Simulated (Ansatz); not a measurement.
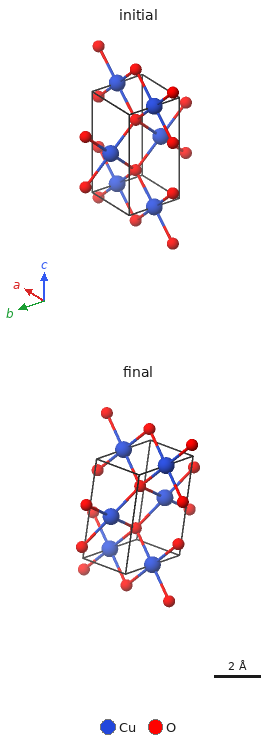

The structure of a crystal of CuO (set up in C2/c) before (top) and after (bottom) a relaxation, at one scale.

The picture is a ball-and-stick view of the cell of the calculation, seen from a free direction.

Case: relaxed at 30 GPa.

Computed with DFT PBE, scalar-relativistic, plane waves, PAW (Ansatz).

Input file:
```yaml
crystal:
  lattice:
    - [1.9483415173, -1.94541673, 0.041508644]
    - [1.9483415173, 1.94541673, 0.041508644]
    - [-0.1102701786, 0.0, 5.0114393363]
  atoms:
    - { symbol: Cu, position: [0.5, 0.0, 0.5] }
    - { symbol: Cu, position: [0.0, 0.5, 0.0] }
    - { symbol: O, position: [0.5002154936, 0.4997845064, 0.25] }
    - { symbol: O, position: [0.4997845064, 0.5002154936, 0.75] }
basis:
  ecutwfc: 420
kpoints:
  mp_grid: { grid: [16, 16, 8] }
hamiltonian:
  xc: pbe
scf:
  occupations: { method: gaussian, width: 0.1 }
output:
  forces: true
  stress: true
  eigenvalues: true
relax:
  adjacent_minimum: "off"
  f_tol: 0.008
  max_steps: 50
  cell: { stress_tol: 0.08, p_target: 30.0 }
```

Launched with:
```bash
ansatz run input.yaml --threads 1 --pin off --max-ram 2560MiB --backend cpu --events-out ev --progress --plain --runs-dir out
```

### Summarise the run.

The run was cut off at its time limit before the program reported convergence, but its last step already meets the force threshold: the largest component is 0.00041 eV/Å against 0.008 eV/Å. The pressure is within 0.01 GPa of its target. The largest moves relative to the cell, 0.36 Å, are those of O3 and O4. O3 goes along [1 −1 0]. Cu stays in place. The drawn cell changes as follows: a = b 2.754 → 2.739 Å (−0.5 %), c 5.013 → 5.021 Å (+0.2 %), α 90.0° → 100.5°, β 90.0° → 100.5°, γ 89.9° → 75.5°; the volume changes by −6.6 %. Near-neighbour distances that change, for instance: Cu1–O3 1.862 → 1.897 Å. Among the angles between lasting bonds that change: Cu1–O3–Cu2 117.1° → 150.9°, Cu1–O3–Cu2 116.9° → 101.0°, Cu1–O3–Cu2 116.9° → 105.8°. The space group (tolerance 0.01 Å) goes from P4_2/mmc (No. 131) to C2/c (No. 15). Over 15 accepted moves (16 points after the start) the energy rises by 74.8 meV per atom. With the target pressure of 30 GPa, the enthalpy E + pV changes by −42.3 meV per atom. The largest force component goes from 0.0014 to 0.00041 eV/Å. Pressure: 33.50 GPa at the start and 29.99 GPa at the end. The line search rejected the trial step at point 12 of the run.
